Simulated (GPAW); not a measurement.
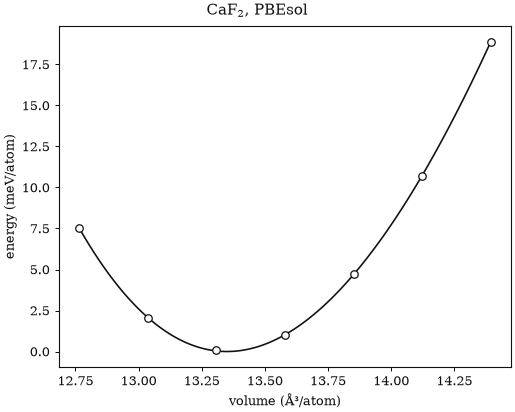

The figure shows the energy against volume for CaF₂, space group Fm-3m (No. 225).

Structure:
```yaml
crystal:
  lattice:
    - [0.00000, 2.73100, 2.73100]
    - [2.73100, 0.00000, 2.73100]
    - [2.73100, 2.73100, 0.00000]
  atoms:
    - { symbol: Ca, position: [0.00000, 0.00000, 0.00000] }
    - { symbol: F, position: [0.75000, 0.75000, 0.75000] }
    - { symbol: F, position: [0.25000, 0.25000, 0.25000] }
```

Calculation (GPAW 26.7.0): PAW DFT in plane waves, on a grid or in atomic orbitals, no spin polarisation; energies at scaled volumes of the given cell, shape and fractions fixed, counted from the fit's minimum, third-order Birch-Murnaghan fit. Level: PBEsol.

- k mesh: 8×8×8
- occupations: Fermi–Dirac
- smearing width: 0.05 eV
- potentials: PAW data sets made by gpaw setup for the functional
- wave cutoff: 800 eV
- program settings: basis pw

This calculation gives: equilibrium volume 13.35 Å³/atom and bulk modulus 86.0 GPa.

Now Ca is replaced by Pb on all its sites, which gives PbF₂ in the same structure. Predict the effect.

The equilibrium volume rises from 13.35 to 17.06 Å³/atom (+28 %) and the bulk modulus falls from 86.0 to 75.4 GPa (−12 %).

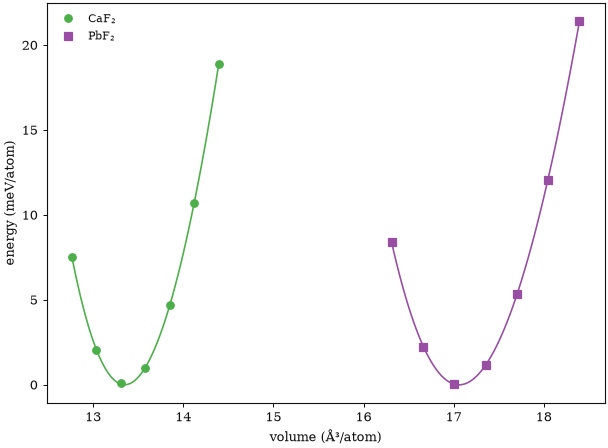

The two results together.

For PbF₂, limits of the calculation: spin-orbit coupling left out, heavy elements.

V0 and the bulk modulus come from third-order Birch–Murnaghan fits.
